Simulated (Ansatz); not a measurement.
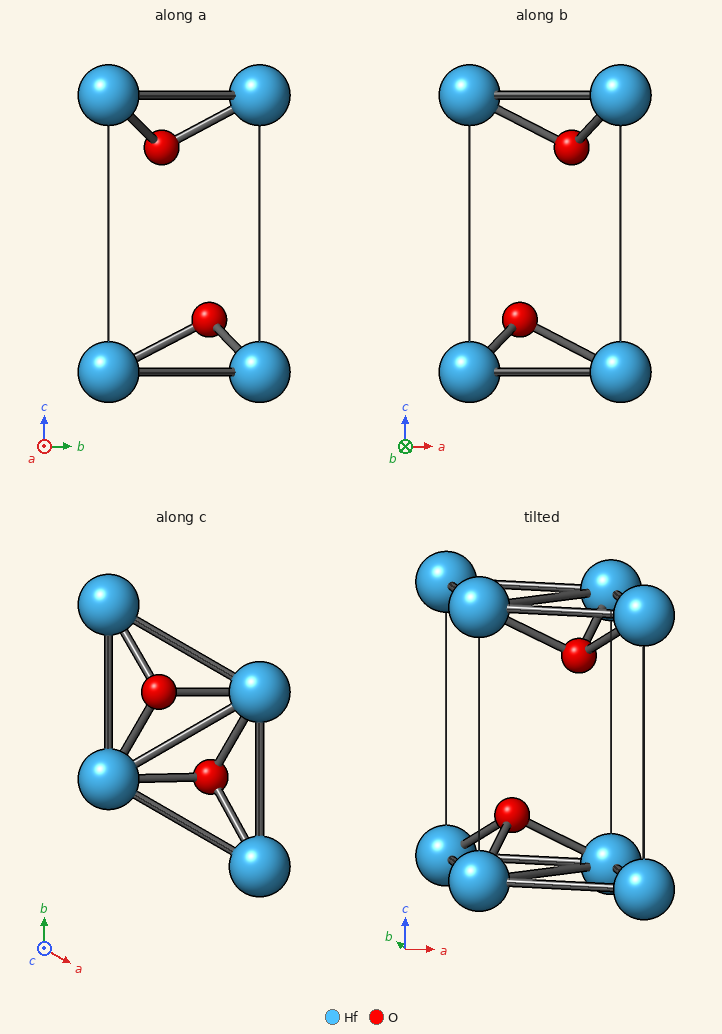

Figure: ball-and-stick view along the a axis, along the b axis, along the c axis and slightly off an axis. The outline marks the unit cell.

Lattice parameters: a = 3.2188 Å, b = 3.2188 Å, c = 5.1068 Å, α = 90.000°, β = 90.000°, γ = 120.000°.

Turn the picture into a CIF in P1 with every atom of the cell, with free fractional coordinates to two decimals.

Answer.
```cif
data_structure
_symmetry_space_group_name_H-M 'P 1'
_symmetry_Int_Tables_number 1
_cell_length_a 3.2188
_cell_length_b 3.2188
_cell_length_c 5.1068
_cell_angle_alpha 90.000
_cell_angle_beta 90.000
_cell_angle_gamma 120.000
_cell_volume 45.82
loop_
_atom_site_label
_atom_site_type_symbol
_atom_site_fract_x
_atom_site_fract_y
_atom_site_fract_z
_atom_site_occupancy
Hf1 Hf 0.00 0.00 0.00 1
O1 O 0.33 0.67 0.19 1
O2 O 0.68 0.35 0.81 1
```

Origin of the cell: a structure type filled with these elements by a generator (whether the compound takes this form wasn't checked). The cell was then strained or its atoms displaced on purpose. An electronic-structure calculation with Ansatz was run on it.
